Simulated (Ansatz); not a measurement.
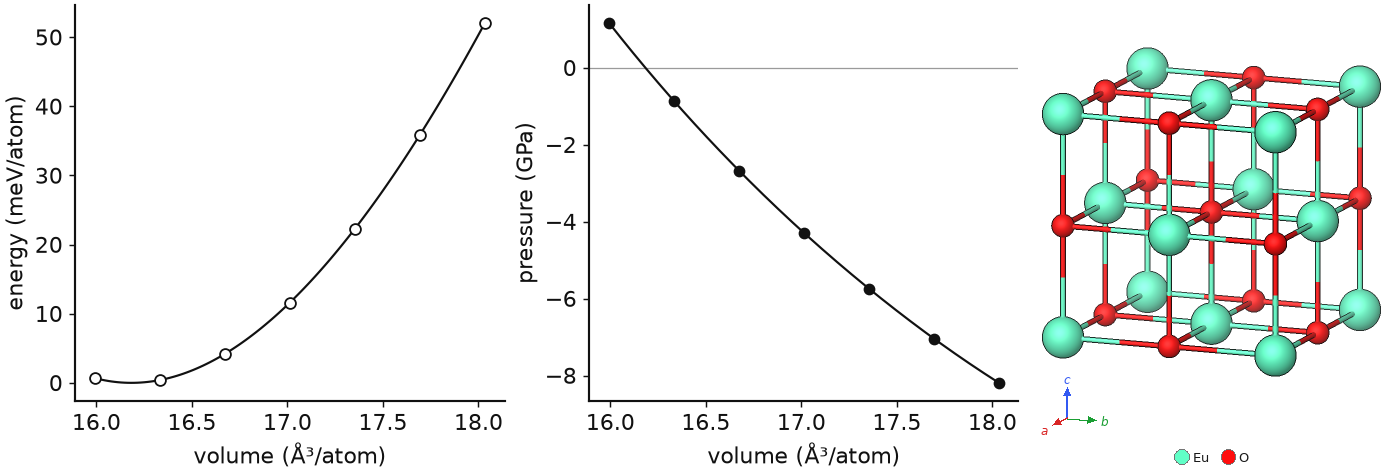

Plotted: energy and pressure against volume for EuO, space group Fm-3m (No. 225). The conventional cell is drawn beside the plot.

Cell as given: a = 3.637 Å, b = 3.637 Å, c = 3.637 Å, α = 60.00°, β = 60.00°, γ = 60.00°; 2 atoms.

How it was computed, with Ansatz 0.2.0: plane-wave DFT, collinear spins; energies at scaled volumes of the given cell, shape and fractions fixed, counted from the fit's minimum, third-order Birch-Murnaghan fit. Level: BLYP with D4, collinear spin.

- k mesh: 9×9×9
- occupations: Fermi–Dirac
- smearing width: 0.05 eV
- potentials: Ansatz PAW
- wave cutoff: 420 eV
- density cutoff: 1680 eV

**What equilibrium volume and bulk modulus follow from the curve?**

A third-order Birch–Murnaghan fit gives V0 = 16.18 Å³/atom, B0 = 95.7 GPa and B′ = 4.4.

**How does the pressure vary with volume?**

It falls from 1.17 GPa at volume 15.99 Å³/atom to −8.19 GPa at 18.03 Å³/atom, and changes sign near 16.19 Å³/atom.

Keep in mind: the functional was run on potentials made for another functional.

The computed values:

| volume (Å³/atom) | energy (meV/atom) | pressure (GPa) |
| --- | --- | --- |
| 15.99 | 0.68 | 1.17 |
| 16.33 | 0.42 | −0.86 |
| 16.67 | 4.21 | −2.67 |
| 17.01 | 11.60 | −4.29 |
| 17.35 | 22.32 | −5.74 |
| 17.69 | 35.92 | −7.04 |
| 18.03 | 52.08 | −8.19 |
